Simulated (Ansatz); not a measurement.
SiNi3

```cif
data_structure
_symmetry_space_group_name_H-M 'P 1'
_symmetry_Int_Tables_number 1
_cell_length_a 4.8949
_cell_length_b 4.8949
_cell_length_c 6.9225
_cell_angle_alpha 90.000
_cell_angle_beta 90.000
_cell_angle_gamma 90.000
_cell_volume 165.87
loop_
_atom_site_label
_atom_site_type_symbol
_atom_site_fract_x
_atom_site_fract_y
_atom_site_fract_z
_atom_site_occupancy
Si1 Si 0.00000 0.00000 0.50000 1
Si2 Si 0.50000 0.50000 0.50000 1
Si3 Si 0.00000 0.00000 0.00000 1
Si4 Si 0.50000 0.50000 0.00000 1
Ni1 Ni 0.74609 0.26162 0.25000 1
Ni2 Ni 0.24609 0.76162 0.25000 1
Ni3 Ni 0.75391 0.23838 0.75000 1
Ni4 Ni 0.25391 0.73838 0.75000 1
Ni5 Ni 0.25000 0.26094 0.25000 1
Ni6 Ni 0.75000 0.76094 0.25000 1
Ni7 Ni 0.25000 0.23906 0.75000 1
Ni8 Ni 0.75000 0.73906 0.75000 1
Ni9 Ni 0.50000 0.00000 0.00000 1
Ni10 Ni 0.00000 0.50000 0.00000 1
Ni11 Ni 0.50000 0.00000 0.50000 1
Ni12 Ni 0.00000 0.50000 0.50000 1
```

Space group P2₁/m; computed without spin polarisation.

Level of theory: DFT PBEsol, scalar-relativistic, plane waves, PAW (Ansatz).

What can the converged valence pseudo-density and electron localisation function tell about the bonding?

Answer. Si–Ni (2.42 Å): ρ at the midpoint is about 0.4 e/Å³; the ELF peaks at about 0.65 in the valence shell of Si, 0.9 Å from its nucleus, and is about 0.40 at the midpoint.
Ni–Ni (2.45 Å): ρ is about 0.36 e/Å³ halfway; the ELF is about 0.25 at the midpoint; no localised pair shows between them.
Ni–Ni (2.45 Å): ρ is about 0.36 e/Å³ halfway; the ELF is about 0.25 at the midpoint: no localised pair shows between them.
Si–Ni (2.49 Å): the density is about 0.36 e/Å³ at the midpoint; the ELF peaks at about 0.60 in the valence shell of Si, 0.9 Å from its nucleus, and is about 0.40 at the midpoint.

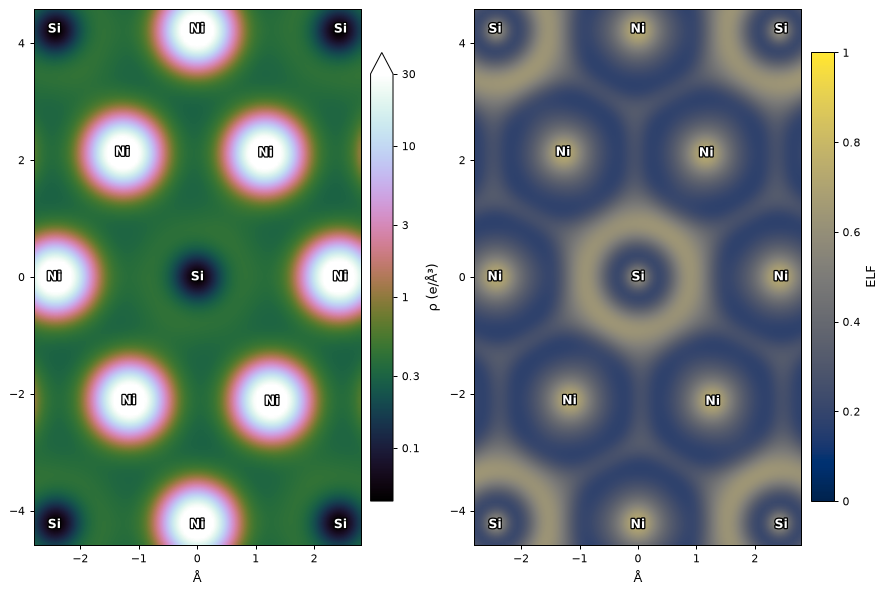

Computed valence pseudo-density and electron localisation function on the (101̄) plane of the standardised cell, in this order. 

Core electrons are frozen (PAW), and the valence fields are smoothed inside the atomic spheres.
